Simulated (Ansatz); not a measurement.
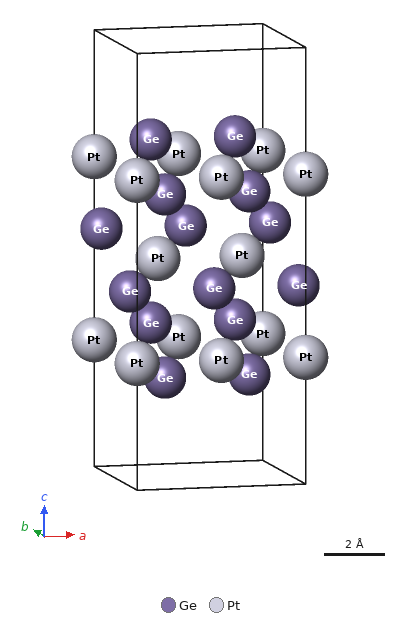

The starting structure (spheres-only view of the 2 × 1 repeat of the cell, with the vacuum cut short, seen slightly off an axis).

# Geometry relaxation, with input and output: Ge2Pt (part 1 of 2)

System: Ge2Pt (slab, 9 atoms in the cell).
Method: DFT PBEsol, scalar-relativistic, plane waves, PAW, no spin polarisation (Ansatz 0.2.0).

The structure derives from an entry of the Crystallography Open Database. It belongs to a series of runs on one base structure; here: (0 1 0) slab, atoms relaxed.

**Log**
```
Engine: ansatz 0.2.0, x86_64-unknown-linux-gnu
Pseudopotentials: kind: paw
Pseudopotential: Ge, paw, valence charge 14, recommended cutoff 420 eV (normal), Ge.paw.azcp
Pseudopotential: Pt, paw, valence charge 18, recommended cutoff 420 eV (normal), Pt.paw.azcp
Functional definition: PBEsol
  exchange = pbesol_x
  correlation = pbesol_c
Crystal: 9 atoms, lattice volume = 384.449 Å³
Basis set: ecut = 420 eV, 7487 PW (Γ), exchange–correlation on 40×80×320 points (8 copies of the dense FFT grid, shifted against one another)
Bands: 83, of which v1, the nominal top of the filled ones, is band 69 counted from 1 (68 counted from 0)
Symmetry: 2 space group operations
k-points: 28 of 72 (time reversal used)
Non-local potential: Ge, projectors of the file, l = 0: 2, l = 1: 2, l = 2: 3, l = 3: 1
Non-local potential: Pt, projectors of the file, l = 0: 3, l = 1: 2, l = 2: 2, l = 3: 1
PAW form: soft (Blöchl's): semilocal exchange-correlation on the pseudo side does not see the compensation charge
PAW frozen core: Ge, regenerated for the run's functional, and the local potential with it (the file was generated under x = pbe(κ = 0.804, μ = 0.2195149727645171), c = pbe(β = 0.06672455060314922))
PAW frozen core: Pt, regenerated for the run's functional, and the local potential with it (the file was generated under x = pbe(κ = 0.804, μ = 0.2195149727645171), c = pbe(β = 0.06672455060314922))
PAW one-centre angular grid: Ge, 590 points (default); XC on 64 Gauss nodes
PAW one-centre angular grid: Pt, 590 points (default); XC on 64 Gauss nodes
Initial density: superposition of atomic densities (neutral atoms: chi_scale 0, normalization atom), corrected by the library's trained network
Initial wavefunctions: pseudopotential atomic-orbital guess
Functional: x = pbesol(κ = 0.804, μ = 0.12345679012345678), c = pbesol(β = 0.046)
SCF iter   1: F=—  HF=-62672.993862 eV  |F-HF|=—  |Δ(HF+E_count)|=         —  Δρ=3.74e-3  dr2=7.36e-2  ethr=1.77e-3  p=0.000 e·Å  D=8.46e-14 V/Å  ΔV_dip=-0.00 eV  dr2_dipole=3.15e-6  V_vac-E_F(+/−)=4.73/4.73 eV  ⟨swp⟩=7.5  Hψ=8937  notcnv=0  defer=45
efield: sawtooth ramp at fractional position 0.9800 (placed from the atoms, in the widest stretch of the axis that holds none; the zero of the levels goes with the place), width 0.0400; the density the first Hamiltonian is built on has a dipole p = 0.000 e·Å; the dipole correction subtracts the counter field D = 8.46e-14 V/Å, which shifts the + side's vacuum level by -0.00 eV against the − side's; the planar-averaged density in the ramp window peaks in size at 6.9e-6 e/Å³
preconditioner: auto → LDOS  [metal: Δε(μ)=0.044 eV  Ē_g=18.484 eV  σ=0.100 eV  W_gap=0.24  n_scr=66 (ndim 8)  ℏωp=20.2 eV  f_vac=0.543  D(μ)=4.90/eV (n_scr^D=24)  β→1.0]
SCF iter   2: F=—  HF=-62672.983870 eV  |F-HF|=—  |Δ(HF+E_count)|=   9.99e-3  Δρ=2.02e-3  dr2=2.09e-2  ethr=5.33e-5  p=0.000 e·Å  D=2.28e-5 V/Å  ΔV_dip=-0.00 eV  dr2_dipole=3.22e-6  V_vac-E_F(+/−)=4.77/4.77 eV  ⟨swp⟩=2.0  Hψ=4478  notcnv=0  defer=179
SCF iter   3: F=—  HF=-62672.978948 eV  |F-HF|=—  |Δ(HF+E_count)|=   4.92e-3  Δρ=5.84e-4  dr2=2.79e-3  ethr=1.51e-5  p=0.000 e·Å  D=8.52e-6 V/Å  ΔV_dip=-0.00 eV  dr2_dipole=3.78e-7  V_vac-E_F(+/−)=4.75/4.75 eV  ⟨swp⟩=2.1  Hψ=3758  notcnv=0  defer=179
SCF iter   4: F=—  HF=-62672.978079 eV  |F-HF|=—  |Δ(HF+E_count)|=   8.69e-4  Δρ=1.30e-4  dr2=1.03e-4  ethr=2.02e-6  p=0.000 e·Å  D=8.15e-7 V/Å  ΔV_dip=-0.00 eV  dr2_dipole=4.26e-9  V_vac-E_F(+/−)=4.75/4.75 eV  ⟨swp⟩=3.0  Hψ=3637  notcnv=0  defer=178
SCF iter   5: F=—  HF=-62672.978083 eV  |F-HF|=—  |Δ(HF+E_count)|=   3.39e-6  Δρ=4.61e-5  dr2=1.84e-5  ethr=7.44e-8  p=-0.000 e·Å  D=-5.21e-7 V/Å  ΔV_dip=0.00 eV  dr2_dipole=3.37e-10  V_vac-E_F(+/−)=4.75/4.75 eV  ⟨swp⟩=2.0  Hψ=3746  notcnv=0  defer=178
SCF iter   6: F=-62672.978082 eV  HF=-62672.978082 eV  |F-HF|=5.88e-7  |Δ(HF+E_count)|=   3.66e-7  Δρ=1.51e-5  dr2=2.23e-6  ethr=7.25e-9  p=-0.000 e·Å  D=-5.69e-7 V/Å  ΔV_dip=0.00 eV  dr2_dipole=6.89e-10  V_vac-E_F(+/−)=4.76/4.76 eV  ⟨swp⟩=21.4  Hψ=24545  notcnv=0
SCF 1 converged in 6 iterations: F = -62672.978082 eV  dr2 = 2.23e-6
  greatest PAW one-centre occupation: 1.000 electrons in one spin orbital (limit 2), on the Pt atom at site 4 (counted from 0), in its partial waves of l = 0
relax step   1: F+E_penalty+E_count = -62672.97808158 eV  Δ(F+E_penalty+E_count) = +0.000e0 eV  max|allowed force component| = 5.683e-1 eV/Å  Δτ_max = 0.0000 Å  (6 SCF iters, dr2 threshold 1.00e-5 eV, accepted)
Initial density: handed on by an earlier stage of this run
Initial wavefunctions: those handed on with the density
iter 1 solved again at ethr=1.05e-4 eV; its pass at ethr=3.10e-3 eV (dr2=1.45e-1 eV) is discarded
SCF iter   1: F=—  HF=-62673.132033 eV  |F-HF|=—  |Δ(HF+E_count)|=         —  Δρ=8.14e-3  dr2=1.48e-1  ethr=1.05e-4  p=-0.000 e·Å  D=-5.69e-7 V/Å  ΔV_dip=0.00 eV  dr2_dipole=7.24e-10  V_vac-E_F(+/−)=4.76/4.76 eV  ⟨swp⟩=1.9  Hψ=8132  notcnv=0  defer=169
efield: sawtooth ramp at fractional position 0.9800 (handed on by an earlier solve), width 0.0400; the density the first Hamiltonian is built on has a dipole p = -0.000 e·Å; the dipole correction subtracts the counter field D = -5.69e-7 V/Å, which shifts the + side's vacuum level by +0.00 eV against the − side's; the planar-averaged density in the ramp window peaks in size at 1.1e-5 e/Å³
preconditioner: auto → LDOS  [metal: Δε(μ)=0.017 eV  Ē_g=18.628 eV  σ=0.100 eV  W_gap=0.10  n_scr=66 (ndim 8)  ℏωp=20.2 eV  f_vac=0.546  D(μ)=5.99/eV (n_scr^D=30)  β→1.0]
SCF iter   2: F=—  HF=-62673.110202 eV  |F-HF|=—  |Δ(HF+E_count)|=   2.18e-2  Δρ=3.19e-3  dr2=7.32e-2  ethr=1.05e-4  p=0.000 e·Å  D=2.64e-6 V/Å  ΔV_dip=-0.00 eV  dr2_dipole=5.19e-9  V_vac-E_F(+/−)=4.75/4.75 eV  ⟨swp⟩=2.0  Hψ=4154  notcnv=0  defer=169
SCF iter   3: F=—  HF=-62673.094384 eV  |F-HF|=—  |Δ(HF+E_count)|=   1.58e-2  Δρ=1.04e-3  dr2=7.19e-3  ethr=5.31e-5  p=-0.000 e·Å  D=-4.68e-8 V/Å  ΔV_dip=0.00 eV  dr2_dipole=6.29e-12  V_vac-E_F(+/−)=4.74/4.74 eV  ⟨swp⟩=2.0  Hψ=4130  notcnv=0  defer=169
SCF iter   4: F=—  HF=-62673.092488 eV  |F-HF|=—  |Δ(HF+E_count)|=   1.90e-3  Δρ=1.83e-4  dr2=1.69e-4  ethr=5.21e-6  p=0.000 e·Å  D=1.60e-7 V/Å  ΔV_dip=-0.00 eV  dr2_dipole=2.10e-12  V_vac-E_F(+/−)=4.73/4.73 eV  ⟨swp⟩=2.6  Hψ=3497  notcnv=0  defer=178
SCF iter   5: F=—  HF=-62673.092469 eV  |F-HF|=—  |Δ(HF+E_count)|=   1.82e-5  Δρ=6.44e-5  dr2=4.30e-5  ethr=1.23e-7  p=0.000 e·Å  D=8.55e-8 V/Å  ΔV_dip=-0.00 eV  dr2_dipole=7.25e-13  V_vac-E_F(+/−)=4.73/4.73 eV  ⟨swp⟩=3.8  Hψ=4778  notcnv=0  defer=181
SCF iter   6: F=-62673.092466 eV  HF=-62673.092467 eV  |F-HF|=1.01e-6  |Δ(HF+E_count)|=   2.60e-6  Δρ=2.52e-5  dr2=3.31e-6  ethr=1.46e-8  p=0.000 e·Å  D=6.14e-8 V/Å  ΔV_dip=-0.00 eV  dr2_dipole=3.95e-14  V_vac-E_F(+/−)=4.73/4.73 eV  ⟨swp⟩=20.6  Hψ=24654  notcnv=0
SCF 2 converged in 6 iterations: F = -62673.092466 eV  dr2 = 3.31e-6
relax step   2: F+E_penalty+E_count = -62673.09246572 eV  Δ(F+E_penalty+E_count) = -1.144e-1 eV  max|allowed force component| = 1.207e-1 eV/Å  Δτ_max = 0.1317 Å  (6 SCF iters, dr2 threshold 2.02e-5 eV, accepted)
SCF iter   1: F=—  HF=-62673.095797 eV  |F-HF|=—  |Δ(HF+E_count)|=         —  Δρ=1.12e-3  dr2=2.35e-3  ethr=2.04e-5  p=0.000 e·Å  D=6.15e-8 V/Å  ΔV_dip=-0.00 eV  dr2_dipole=9.75e-12  V_vac-E_F(+/−)=4.73/4.73 eV  ⟨swp⟩=2.7  Hψ=3937  notcnv=0  defer=184
efield: sawtooth ramp at fractional position 0.9800 (handed on by an earlier solve), width 0.0400; the density the first Hamiltonian is built on has a dipole p = 0.000 e·Å; the dipole correction subtracts the counter field D = 6.15e-8 V/Å, which shifts the + side's vacuum level by -0.00 eV against the − side's; the planar-averaged density in the ramp window peaks in size at 1.2e-5 e/Å³
preconditioner: auto → LDOS  [metal: Δε(μ)=0.003 eV  Ē_g=18.612 eV  σ=0.100 eV  W_gap=0.02  n_scr=66 (ndim 8)  ℏωp=20.2 eV  f_vac=0.546  D(μ)=5.76/eV (n_scr^D=28)  β→1.0]
SCF iter   2: F=—  HF=-62673.095386 eV  |F-HF|=—  |Δ(HF+E_count)|=   4.11e-4  Δρ=3.43e-4  dr2=8.48e-4  ethr=1.70e-6  p=-0.000 e·Å  D=-3.08e-8 V/Å  ΔV_dip=0.00 eV  dr2_dipole=2.40e-13  V_vac-E_F(+/−)=4.73/4.73 eV  ⟨swp⟩=2.2  Hψ=4515  notcnv=0  defer=184
SCF iter   3: F=—  HF=-62673.094999 eV  |F-HF|=—  |Δ(HF+E_count)|=   3.87e-4  Δρ=1.53e-4  dr2=1.39e-4  ethr=6.14e-7  p=0.000 e·Å  D=1.32e-8 V/Å  ΔV_dip=-0.00 eV  dr2_dipole=5.19e-13  V_vac-E_F(+/−)=4.72/4.72 eV  ⟨swp⟩=2.5  Hψ=3996  notcnv=0  defer=184
SCF iter   4: F=—  HF=-62673.094965 eV  |F-HF|=—  |Δ(HF+E_count)|=   3.44e-5  Δρ=3.01e-5  dr2=4.87e-6  ethr=1.01e-7  p=-0.000 e·Å  D=-1.01e-9 V/Å  ΔV_dip=0.00 eV  dr2_dipole=2.61e-13  V_vac-E_F(+/−)=4.73/4.73 eV  ⟨swp⟩=3.0  Hψ=4092  notcnv=0  defer=184
SCF iter   5: F=-62673.094964 eV  HF=-62673.094964 eV  |F-HF|=1.45e-7  |Δ(HF+E_count)|=   2.50e-7  Δρ=9.88e-6  dr2=7.78e-7  ethr=6.60e-10  p=-0.000 e·Å  D=-1.44e-9 V/Å  ΔV_dip=0.00 eV  dr2_dipole=1.42e-14  V_vac-E_F(+/−)=4.72/4.72 eV  ⟨swp⟩=19.0  Hψ=20478  notcnv=0
SCF 3 converged in 5 iterations: F = -62673.094964 eV  dr2 = 7.78e-7
relax step   3: F+E_penalty+E_count = -62673.09496420 eV  Δ(F+E_penalty+E_count) = -2.498e-3 eV  max|allowed force component| = 2.592e-2 eV/Å  Δτ_max = 0.0194 Å  (5 SCF iters, dr2 threshold 9.10e-7 eV, accepted)
SCF iter   1: F=—  HF=-62673.095322 eV  |F-HF|=—  |Δ(HF+E_count)|=         —  Δρ=2.56e-4  dr2=1.48e-4  ethr=1.21e-6  p=-0.000 e·Å  D=-1.45e-9 V/Å  ΔV_dip=0.00 eV  dr2_dipole=5.09e-13  V_vac-E_F(+/−)=4.73/4.73 eV  ⟨swp⟩=2.6  Hψ=3914  notcnv=0  defer=155
efield: sawtooth ramp at fractional position 0.9800 (handed on by an earlier solve), width 0.0400; the density the first Hamiltonian is built on has a dipole p = -0.000 e·Å; the dipole correction subtracts the counter field D = -1.45e-9 V/Å, which shifts the + side's vacuum level by +0.00 eV against the − side's; the planar-averaged density in the ramp window peaks in size at 1.2e-5 e/Å³
preconditioner: auto → LDOS  [metal: Δε(μ)=0.036 eV  Ē_g=18.614 eV  σ=0.100 eV  W_gap=0.20  n_scr=66 (ndim 8)  ℏωp=20.2 eV  f_vac=0.547  D(μ)=5.74/eV (n_scr^D=28)  β→1.0]
SCF iter   2: F=—  HF=-62673.095308 eV  |F-HF|=—  |Δ(HF+E_count)|=   1.40e-5  Δρ=9.02e-5  dr2=8.25e-5  ethr=1.07e-7  p=-0.000 e·Å  D=-2.25e-9 V/Å  ΔV_dip=0.00 eV  dr2_dipole=1.20e-13  V_vac-E_F(+/−)=4.72/4.72 eV  ⟨swp⟩=2.7  Hψ=4561  notcnv=0  defer=158
SCF iter   3: F=—  HF=-62673.095101 eV  |F-HF|=—  |Δ(HF+E_count)|=   2.07e-4  Δρ=3.81e-5  dr2=1.02e-5  ethr=5.98e-8  p=-0.000 e·Å  D=-2.43e-9 V/Å  ΔV_dip=0.00 eV  dr2_dipole=3.23e-14  V_vac-E_F(+/−)=4.72/4.72 eV  ⟨swp⟩=2.0  Hψ=3962  notcnv=0  defer=158
SCF iter   4: F=—  HF=-62673.095099 eV  |F-HF|=—  |Δ(HF+E_count)|=   2.26e-6  Δρ=6.77e-6  dr2=4.63e-7  ethr=7.40e-9  p=-0.000 e·Å  D=-4.92e-9 V/Å  ΔV_dip=0.00 eV  dr2_dipole=3.34e-14  V_vac-E_F(+/−)=4.72/4.72 eV  ⟨swp⟩=3.0  Hψ=4089  notcnv=0  defer=158
SCF iter   5: F=-62673.095099 eV  HF=-62673.095099 eV  |F-HF|=9.50e-9  |Δ(HF+E_count)|=   2.73e-8  Δρ=2.34e-6  dr2=6.54e-8  ethr=7.25e-11  p=-0.000 e·Å  D=-1.82e-9 V/Å  ΔV_dip=0.00 eV  dr2_dipole=2.00e-15  V_vac-E_F(+/−)=4.72/4.72 eV  ⟨swp⟩=16.1  Hψ=18084  notcnv=0
SCF 4 converged in 5 iterations: F = -62673.095099 eV  dr2 = 6.54e-8
relax step   4: F+E_penalty+E_count = -62673.09509883 eV  Δ(F+E_penalty+E_count) = -1.346e-4 eV  max|allowed force component| = 7.850e-3 eV/Å  Δτ_max = 0.0048 Å  (5 SCF iters, accepted)
```

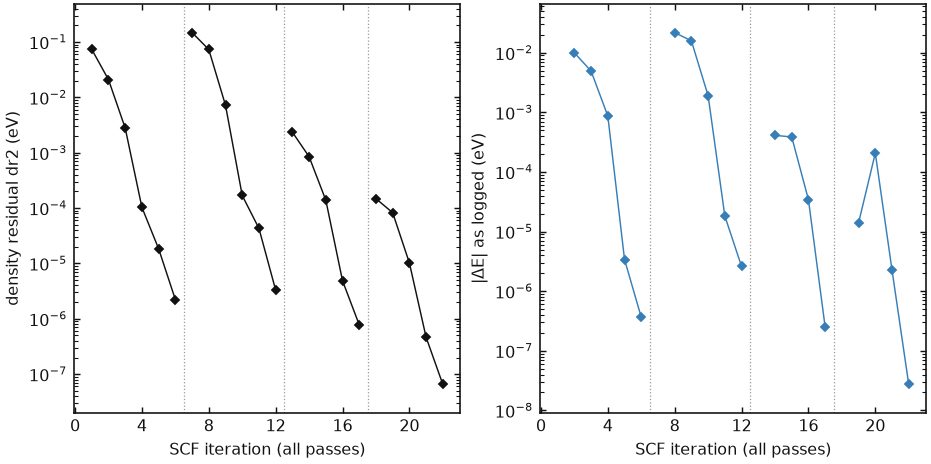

Convergence of the self-consistent field: density residual dr2 and size of the energy change against the SCF iteration. The dotted lines part the SCF passes of the relaxation: geometry steps, rejected trials and re-solves on a re-selected basis. The passes take 6, 6, 5 and 5 iterations.

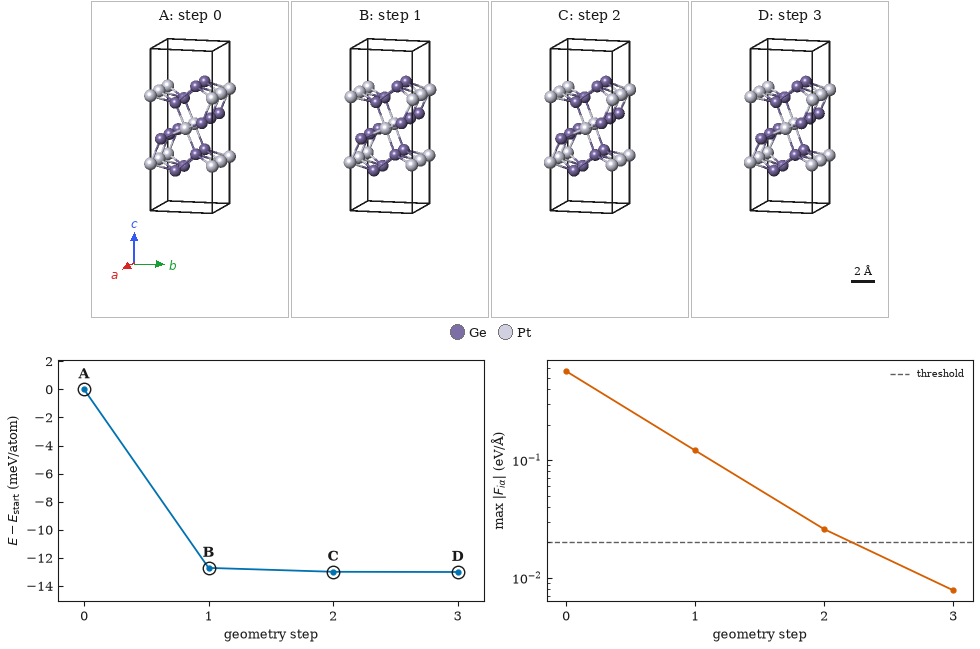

Frames of the relaxation (ball-and-stick view of the 2 × 1 repeat of the cell, with the vacuum cut short, seen slightly off an axis) above the curves, on which the letters mark them (the first geometry is step 0 here and step 1 in the log).

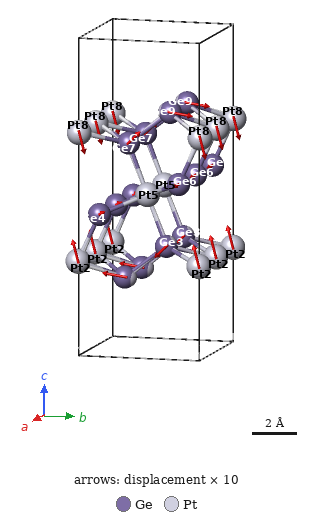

Start (faint) and end (solid) with the displacements as red arrows, magnified 10 times (ball-and-stick view of the 2 × 1 repeat of the cell, with the vacuum cut short, seen slightly off an axis). The largest moves, 0.12 Å, are those of Ge1 and Ge9. By element the largest moves are Ge 0.12 Å, Pt 0.12 Å. The cell doesn't change. Distances before and after: Ge6–Pt8 2.501 → 2.440 Å, Ge1–Pt2 2.542 → 2.506 Å, Ge3–Pt5 2.501 → 2.537 Å, Ge4–Ge6 2.503 → 2.532 Å. Among the angles that change: Ge1–Pt2–Ge3 180.0° → 173.2°, Ge3–Pt2–Ge4 90.1° → 95.9°, Ge1–Ge3–Pt2 112.5° → 117.9°. Over 3 geometry steps the energy falls by 13.0 meV per atom. The largest force component goes from 0.57 to 0.0078 eV/Å. (Atoms are counted from 1 in the order of the input.)

```
WARN: The output density's exchange-correlation potential varies sharply where the density is thin. Do not read a vacuum level from v_tot or v_xc, or from such a field of the output density. On a cell that repeats whose density bears no net charge and no dipole along the vacuum's axis use v_es (v_loc + v_h of the components); under efield.dipole_correction with no amplitude use v_es + v_field, which holds any external_charges[].barrier, or the levels of the report's work_function block, which leave it out; under a non-zero efield.amplitude the vacuum is tilted and has no level; on a cell that repeats and bears such a dipole with no correction it is tilted too, and efield.dipole_correction with no amplitude gives each side of its ramp a level where efield: is served; in a cell that repeats whose density bears a net charge (total_charge, or a fill off its count) it is curved and has none; of a slab under crystal.periodic whose density bears no net charge use v_es, which has a level on each side, short of where the two are joined; of another it falls or rises all the way out and has none; of a slab beside external_charges read slab_vacuum_level instead, which it has where they leave it neutral. The grid or the basis barely resolves most such structure, and the values can differ between equally converged runs; as a rule a tighter scf.convergence.dr2_threshold does not remove it. Where the density itself ripples (under the LDA too) a higher basis.ecutwfc lessens it. The files hold the spikes' plane waves up to the density's cutoff. Files: v_tot_of_output_density and the like, and their columns of v_z.tsv (output.write_potential); v_xc_of_output_density and the like, and their columns of v_comp_z.tsv (output.write_potential_components). Measured: with its Gaussian average of σ = 0.25 Å subtracted twice, the exchange-correlation potential is over 0.1 eV at 20 of the grid points where the equally averaged density (valence and model cores) is under 1e-3 e/Å³, and 0.159 eV at the most among them, at an averaged density of 1.3e-8 e/Å³. The input density's (outcome.potential() and, of a run that writes arrays, v_tot and v_xc) is over 0.1 eV, so measured, at 34 points of its own thin density, 0.120 eV at the most. See output.write_potential in the manual, Limitations
SCF converged after 5 iterations
Free energy (F): -62673.095099 eV
Harris-Foulkes:  -62673.095099 eV  (|F-HF|=9.50e-9)
Internal energy: -62673.066420 eV  (E = F + TS)
E sigma→0 (E₀):  -62673.080760 eV
Entropy (-TS):   -0.028679 eV (-3.187 meV/atom)
Fermi energy:    3.125462 eV
Dipole field:    D = -0.000000 V/Å  (p = -0.000000 e·Å, saw-weighted, corrected)
Work function:   Φ+ = 4.7235 eV   Φ− = 4.7235 eV
Levels:          The Fermi level and band energies are counted from a zero that moves with the ramp; work functions are not
```
